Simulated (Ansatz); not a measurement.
## AlN: geometry relaxation (part 2 of 2)

The same run, continued: AlN (P6₃mc, 4 atoms in the cell); DFT PBEsol, scalar-relativistic, plane waves, PAW, no spin polarisation (Ansatz 0.2.0); cutoff 420 eV, 12×12×6 k-mesh, Gaussian smearing of 0.02 eV. The structure derives from a Materials Project entry.

Geometry of the input (Å; fractional positions):
```
3.1286  0.0000  0.0000
-1.5643  2.7094  0.0000
0.0000  0.0000  5.0170
Al 0.6667  0.3333  0.4993
Al 0.3333  0.6667  0.9993
N  0.6667  0.3333  0.8807
N  0.3333  0.6667  0.3807
```

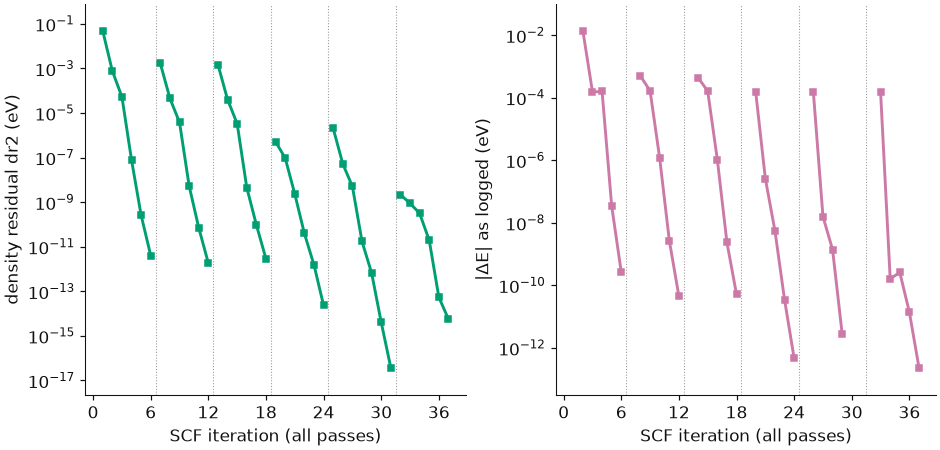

Fig. 1: Convergence of the self-consistent field: density residual dr2 and size of the energy change against the SCF iteration. The dotted lines part the SCF passes of the relaxation: geometry steps, rejected trials and re-solves on a re-selected basis. The 6 passes take 6 to 7 iterations each, 37 in all.

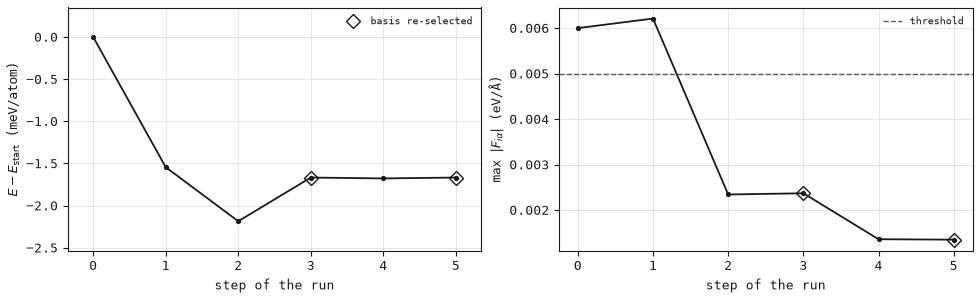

Fig. 2: Progress of the relaxation, step by step (the first geometry is step 0 here and step 1 in the log).

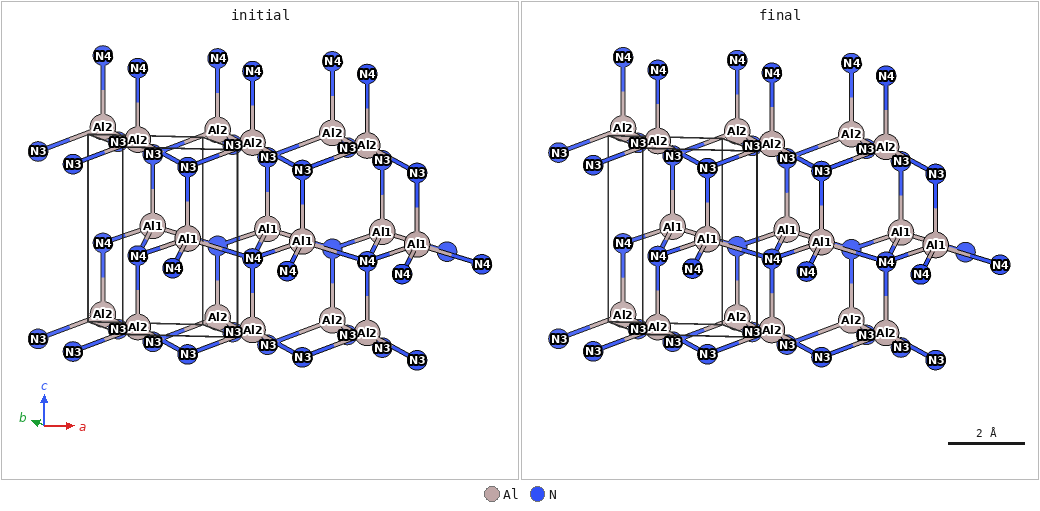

Fig. 3: Before (left) and after (right) the relaxation, at one scale (ball-and-stick view of the cell of the calculation, repeated 3 × 2 × 1, with bonded neighbours outside it, seen slightly off an axis). After 3 geometry steps the energy has fallen by 1.7 meV per atom. Largest force component: 0.006 eV/Å at the start, 0.0013 eV/Å at the end. Pressure: −3.12 GPa at the start and 0.00 GPa at the end. 1 further SCF at an unchanged geometry re-selected the plane-wave basis for the new cell. The atoms keep their places relative to the cell (all moves are under 0.005 Å). Cell: a = b 3.129 → 3.114 Å (−0.5 %), c 5.017 → 4.984 Å (−0.7 %). Volume −1.6 %. Among the contacts that change: Al1–N4 1.902 → 1.892 Å, Al1–N3 1.914 → 1.904 Å. The space group stays P6_3mc (No. 186). The energy change given includes the shifts at the re-selections in mid-walk, which come without any move. A last SCF at the same geometry on a re-selected plane-wave basis shifts the energy by +0.0 meV per atom. (Atoms are counted from 1 in the order of the input.)

```
basis re-selected at this cell: Δ(F+E_penalty+E_count) = +4.025e-5 eV, ΔP = -0.001 GPa vs the last step (what re-selecting the basis moved, of the pressure what is left beyond the Pulay correction that the steps carried, after the strain that the cell walked since its last selection, with what the two solves' SCF thresholds leave and, on support functions, any second-order correction that the steps lacked; it is no measure of the basis error at this ecutwfc). This SCF's stress stands 4.18e-3 GPa from its target on what of the cell is left free (relax.cell.stress_tol is 5.00e-2 GPa) and its largest allowed force component is 1.35e-3 eV/Å (relax.f_tol is 5.00e-3 eV/Å): within both
SCF converged after 6 iterations
Free energy (F): -1811.916639 eV
Harris-Foulkes:  -1811.916639 eV  (|F-HF|=2.27e-13)
Internal energy: -1811.916639 eV  (E = F + TS)
E sigma→0 (E₀):  -1811.916639 eV
Fermi energy:    9.087692 eV
--- Per-component energies (eV) ---
  E_band       = 28.520815
  E_kinetic    = 317.498159
  E_local      = -446.174263  (includes V_loc(G=0)·N_el)
  E_nonlocal   = 111.267618
  E_hartree    = 153.722619
  E_xc         = -201.378976
  E_vxc        = -214.926886  (∫ρ·V_xc dr)
  E_paw        = -1155.479001  (= ΣΔE_a)
  E_vpaw       = -46.589239  (= ΣTr[D̂ρ^β])
  E_aug_tail   = 0.000188  (compensation charges beyond the density's cutoff)
  E_ewald      = -591.467459
  E_core_change = 0.094476  (= ΣΔE_core)
  E_smearing   = -0.000000  (= −TS)
  E_closure    = -0.000000  (closes the sum)
  Σ components = -1811.916639   (vs F -1811.916639, Δ=0.00e0)
--- Forces (eV/Å), atoms counted from 1 ---
  atom   1  Al     0.00000000     0.00000000    -0.00134920
  atom   2  Al     0.00000000    -0.00000000    -0.00134920
  atom   3  N     -0.00000000     0.00000000     0.00134843
  atom   4  N     -0.00000000    -0.00000000     0.00134843
  max |Σ_I F_I| component: 1.53e-6 eV/Å
--- Stress (GPa, compression-positive) ---
       -0.001785       0.000000      -0.000000
       -0.000000      -0.001785       0.000000
       -0.000000       0.000000       0.004184
  P = ⅓ Tr σ = 0.0002 GPa (0.002 kbar)
--- Band table (eV; the first three rows and the last of 76) ---
  k-point 0: bands = ["-8.1121", "-5.9371", "0.9958", "6.1628", "6.1628", "6.8170", "6.8170", "7.0402", "11.1352", "13.5807", "17.5256", "18.0551"]
  k-point 1: bands = ["-8.0049", "-6.1486", "1.3712", "6.2043", "6.2043", "6.4285", "6.7705", "6.7705", "11.6349", "13.6481", "17.3501", "18.0233"]
  k-point 2: bands = ["-7.6940", "-6.6503", "2.3533", "5.1272", "6.3192", "6.3192", "6.6460", "6.6460", "12.5899", "13.7113", "17.0699", "18.0558"]
  k-point 75: bands = ["-5.5356", "-5.5356", "2.1657", "2.1657", "3.1282", "3.1282", "6.2393", "6.2393", "14.3194", "14.3194", "14.7374", "14.7374"]
--- Relaxed structure (4 steps of the walk, 4 accepted, 2 SCFs on fresh bases) ---
  F+E_penalty+E_count = -1811.91663894 eV   max|allowed force component| = 1.349e-3 eV/Å   (the final SCF, on the basis selected at the relaxed cell)
  cell:  # Å, volume = 41.8458 Å³
    - [3.113759635693401, 2.743823712473116e-19, 6.582317282617392e-19]
    - [-1.5568798178467005, 2.696594945789064, -3.291158641308698e-19]
    - [1.05553010395946e-18, -2.3068015615408177e-34, 4.983689531093921]
  atoms:
    - { symbol: Al, position: [0.6666666666666666, 0.3333333333333333, 0.49902208133251424] }
    - { symbol: Al, position: [0.3333333333333333, 0.6666666666666666, 0.9990220813325142] }
    - { symbol: N, position: [0.6666666666666666, 0.3333333333333333, 0.8809779186674855] }
    - { symbol: N, position: [0.3333333333333333, 0.6666666666666666, 0.3809779186674857] }
```

## Trajectory as extended XYZ (Å, eV, eV/Å), 6 frames, from step=1 to step=6
```
4
Lattice="3.1286 0.0000 0.0000 -1.5643 2.7094 0.0000 0.0000 0.0000 5.0170" Properties=species:S:1:pos:R:3:forces:R:3 step=1 energy=-1811.90997 pressure_GPa=-3.12
Al    1.5643    0.9031    2.5049    0.0000   0.0000  -0.0060
Al    0.0000    1.8063    5.0134    0.0000   0.0000  -0.0060
N     1.5643    0.9031    4.4185    0.0000   0.0000   0.0060
N     0.0000    1.8063    1.9100    0.0000   0.0000   0.0060
4
Lattice="3.1214 0.0000 0.0000 -1.5607 2.7032 0.0000 0.0000 0.0000 4.9991" Properties=species:S:1:pos:R:3:forces:R:3 step=2 energy=-1811.91614 pressure_GPa=-1.52
Al    1.5607    0.9011    2.4953    0.0000   0.0000  -0.0062
Al    0.0000    1.8021    4.9949    0.0000   0.0000  -0.0062
N     1.5607    0.9011    4.4035    0.0000   0.0000   0.0062
N     0.0000    1.8021    1.9039    0.0000   0.0000   0.0062
4
Lattice="3.1140 0.0000 0.0000 -1.5570 2.6968 0.0000 0.0000 0.0000 4.9844" Properties=species:S:1:pos:R:3:forces:R:3 step=3 energy=-1811.91871 pressure_GPa=0.03
Al    1.5570    0.8989    2.4874    0.0000   0.0000  -0.0023
Al    0.0000    1.7978    4.9796    0.0000   0.0000  -0.0023
N     1.5570    0.8989    4.3911    0.0000   0.0000   0.0023
N     0.0000    1.7978    1.8989    0.0000   0.0000   0.0023
4
Lattice="3.1140 0.0000 0.0000 -1.5570 2.6968 0.0000 0.0000 0.0000 4.9844" Properties=species:S:1:pos:R:3:forces:R:3 step=4 energy=-1811.91664 pressure_GPa=-0.05
Al    1.5570    0.8989    2.4874    0.0000   0.0000  -0.0024
Al    0.0000    1.7978    4.9796    0.0000   0.0000  -0.0024
N     1.5570    0.8989    4.3911    0.0000   0.0000   0.0024
N     0.0000    1.7978    1.8989    0.0000   0.0000   0.0024
4
Lattice="3.1138 0.0000 0.0000 -1.5569 2.6966 0.0000 0.0000 0.0000 4.9837" Properties=species:S:1:pos:R:3:forces:R:3 step=5 energy=-1811.91668 pressure_GPa=0.00
Al    1.5569    0.8989    2.4870    0.0000   0.0000  -0.0014
Al    0.0000    1.7977    4.9788    0.0000   0.0000  -0.0014
N     1.5569    0.8989    4.3905    0.0000   0.0000   0.0014
N     0.0000    1.7977    1.8987    0.0000   0.0000   0.0014
4
Lattice="3.1138 0.0000 0.0000 -1.5569 2.6966 0.0000 0.0000 0.0000 4.9837" Properties=species:S:1:pos:R:3:forces:R:3 step=6 energy=-1811.91664 pressure_GPa=0.00
Al    1.5569    0.8989    2.4870    0.0000   0.0000  -0.0013
Al    0.0000    1.7977    4.9788    0.0000   0.0000  -0.0013
N     1.5569    0.8989    4.3905    0.0000   0.0000   0.0013
N     0.0000    1.7977    1.8987    0.0000   0.0000   0.0013
```

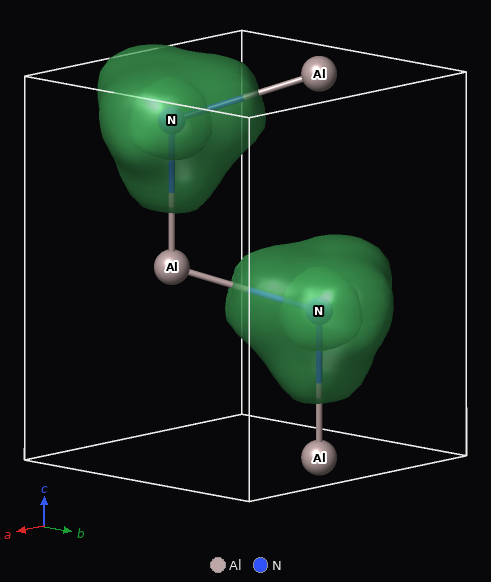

Fig. 4: Isosurface of the electron localisation function at 0.75 (green), seen at an oblique angle. Only the valence region is drawn (cores and ρ < 0.01 e/Å³ removed). Sticks mark near contacts. The outline is the cell set on symmetry axes. Profiles from the grid: Al–N (1.89 Å): the ELF is about 0.85 at the midpoint. In a PAW calculation such maps are meaningful between the atoms, not at the nuclei.

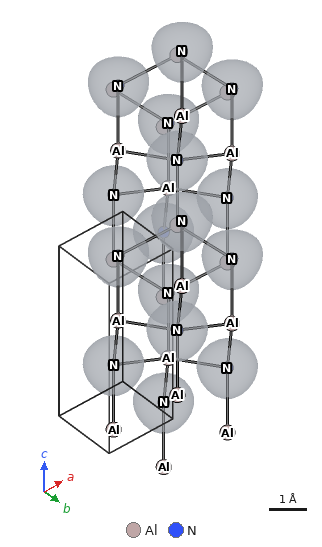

Fig. 5: Isosurface of the valence electron density at 0.8 e/Å³ (grey), seen at an oblique angle. Sticks mark near contacts. The outline is the cell set on symmetry axes. At this value the density breaks into separate islands; it holds about 50 % of the electrons treated as valence. It is pinched off along the Al–N (1.89 Å) contacts. On the grid the lowest density along these lines, outside the cores, is 0.56 e/Å³ (Al–N, 1.89 Å).

## Key numbers

```tsv
quantity	value
outcome	converged
space group (tolerance 0.01 Å)	P6₃mc (186)
electrons treated	16
free energy	−1811.9166 eV
Fermi energy	9.088 eV
gap on the k-point mesh	4.09 eV
pressure	0.00 GPa
final volume	41.85 Å³
largest force (length of the vector) at the end	0.001 eV/Å
final cell	a = 3.114 Å, b = 3.114 Å, c = 4.984 Å, α = 90.00°, β = 90.00°, γ = 120.00°
wall time	9.1 s (CPU time 31 s)
peak memory	0.42 GiB
```
